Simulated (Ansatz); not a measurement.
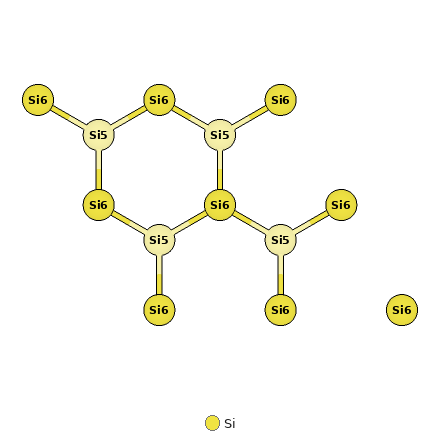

The system is C on a Si(001) slab cut from the P6_3/mmc phase, its upper half relaxed before the scan (6 atoms of substrate and one adsorbate in a 1 × 1 cell); the picture shows it without the atoms that are moved over the map. C is moved over the surface cell; relaxed at each place: the height of the adsorbate's atoms; substrate rigid; the origin of the map has the adsorbate above Si6. Places are given modulo a cell vector. The map is drawn in real space over the plane of the surface. The grid has 6 × 6 points; 10 points were computed and 26 follow by symmetry. All energies are given in eV relative to the lowest grid point. Energies and slopes of some neighbouring points disagree (a jump in structure or state, or too coarse a mesh). At some places the adsorbate sinks to or below the level of the top layer. The magnetic moment jumps between some neighbouring points. With one adsorbate in each 1 × 1 cell, its nearest image is 3.9 Å away, so neighbouring adsorbates interact. Level of theory: DFT PBE, scalar-relativistic, plane waves, PAW (Ansatz 0.2.0). Settings: cutoff 420 eV, k-mesh 9×9×1, gaussian smearing 0.05 eV, spin-polarised.

Range: position of C7 along the first surface vector from 0.000 to 0.833; position of C7 along the second surface vector from 0.000 to 0.833.

Q: Predict the map.

A: The lowest grid point is at a bridge site between two Si atoms, (0/6, 3/6) of the cell vectors. The same energy is found at a bridge site between two Si atoms, (3/6, 0/6) of the cell vectors; a bridge site between two Si atoms, (3/6, 3/6) of the cell vectors. The highest grid point, the top site over a surface Si atom, (0/6, 0/6) of the cell vectors, lies 1.71 eV above the lowest. At the lowest point the adsorbate has 1 Si at 1.77 Å as nearest neighbours, at the highest 1 Si at 1.89 Å. Its relaxed height above the top atom is 0.70 Å at the lowest and 1.89 Å at the highest point.

```tsv
second ↓, first →	0/6	1/6	2/6	3/6	4/6	5/6
5/6	1.68	1.03	0.53	0.53	1.03	1.68
4/6	0.90	0.53	1.42	0.53	0.90	1.57
3/6	0.00	0.53	0.53	0.00	0.19	0.19
2/6	0.90	1.03	0.90	0.19	0.66	0.19
1/6	1.68	1.68	1.57	0.19	0.19	1.57
0/6	1.71	1.68	0.90	0.00	0.90	1.68
```

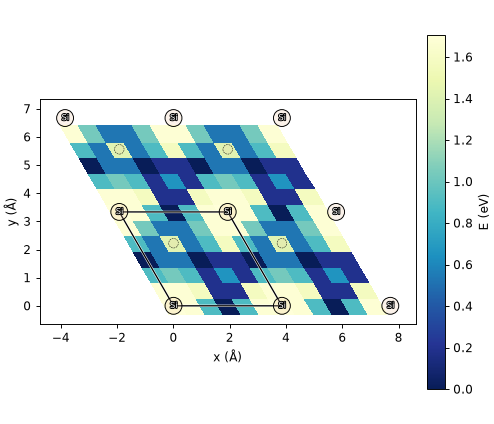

The picture shows one coloured cell a grid point, labelled circles for the atoms of the top layer and small ones for the second layer, the outline of one cell of the 2 × 2 shown.

Each point was launched as `ansatz run input.yaml --threads 1 --pin off --max-ram 3072MiB --backend cpu --events-out ev --progress --plain --runs-dir out`. Time for the 10 points that were run: 34 min on 1 thread of AMD EPYC 7R43 64-Core Processor (Zen 3), on a shared host.

PAW datasets: the set soft_1.
